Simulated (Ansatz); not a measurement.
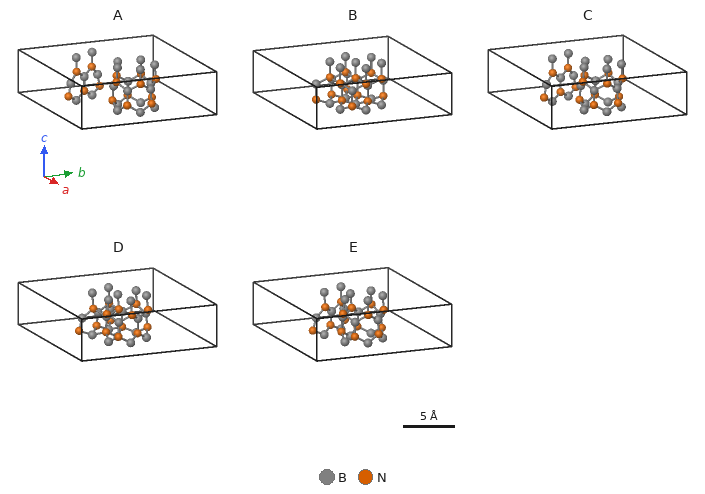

5 geometries from one relaxation of a wire of composition BN, in shuffled order. A ball-and-stick model of the cell of the calculation, with the vacuum cut short, seen slightly off an axis.

Case: wire along [0 0 1], 30 atoms a period.

Theory: Ansatz, DFT PBE, scalar-relativistic, plane waves, PAW. (plane-wave cutoff 420 eV; k-point mesh 1 × 1 × 8; occupations gaussian; smearing width 0.05 eV; collinear spin; cell relaxed at fixed a, b, alpha, beta, gamma; force threshold 0.02 eV/Å; at most 45 steps)

**Put them in the order of the run, from the start to the converged end.**

B, D, E, C, A. They are steps 0, 5, 9, 14, 25, at +18.573 eV per cell of the calculation, +6.068 eV per cell of the calculation, +3.707 eV per cell of the calculation, +0.212 eV per cell of the calculation relative to the last. Over 23 accepted moves (25 points after the start) the energy falls by 18.573 eV per cell of the calculation. Largest force component: 6.2 eV/Å at the start, 0.0037 eV/Å at the end. At 2 points the geometry stayed and the basis and grid were re-selected for the new cell (energy shift of 29.9 meV per cell of the calculation at most each time). An N atom moves most relative to the layer's centre: 2.30 Å. By element the largest moves are N 2.30 Å, B 2.26 Å. Along the periodic axis the drawn cell goes c 4.225 → 4.332 Å (+2.5 %). Near-neighbour distances that change, for instance: B–N 1.567 → 4.548 Å, B–N 1.567 → 4.430 Å, B–N 1.567 → 4.410 Å, B–N 1.567 → 4.222 Å. Bonds break, among them: B–N (1.57 → 4.21 Å), B–N (1.57 → 4.22 Å), B–N (1.57 → 4.41 Å), B–N (1.57 → 4.43 Å). Among the angles between lasting bonds that change: N–B–N 109.8° → 151.7°, B–N–B 109.8° → 132.8°, N–B–N 109.2° → 125.2°. The program noted that the starting moments weren't kept. The run took 47 min on 4 threads of Intel(R) Xeon(R) Processor @ 2.50GHz (Skylake/Cascade Lake), on a shared host, peak memory 2.7 GiB.
